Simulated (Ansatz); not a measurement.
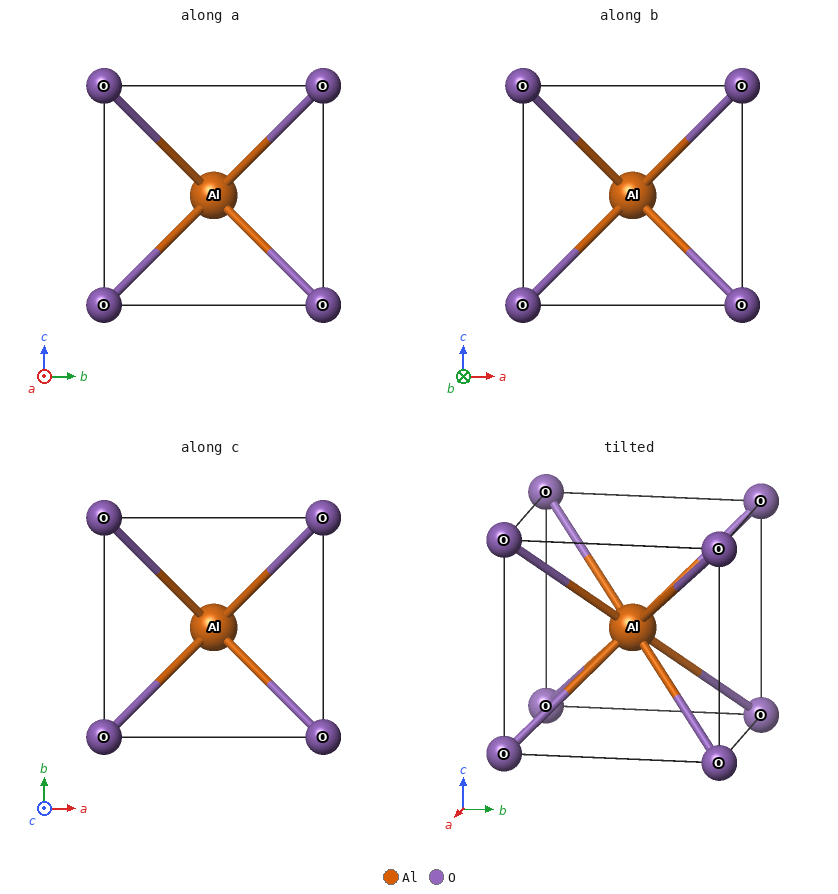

A ball-and-stick rendering, viewed along the a axis, along the b axis, along the c axis and slightly off an axis. One conventional unit cell is framed, with atoms on its boundary repeated.

Lattice parameters: a = 2.769 Å, b = 2.769 Å, c = 2.769 Å, α = 90.00°, β = 90.00°, γ = 90.00°. Put a along x and b in the xy plane.

Give the structure in the form of a POSCAR file.

Answer.
```
Al O
1.0
     2.769    0.000    0.000
     0.000    2.769    0.000
     0.000    0.000    2.769
Al O
1 1
Direct
  0.5000 0.5000 0.5000
  0.0000 0.0000 0.0000
```

The starting point was a random cell made by a generator, so it need not be a real form of the compound. The picture shows the end point of a geometry optimisation with DFT PBE, scalar-relativistic, plane waves, PAW in Ansatz.
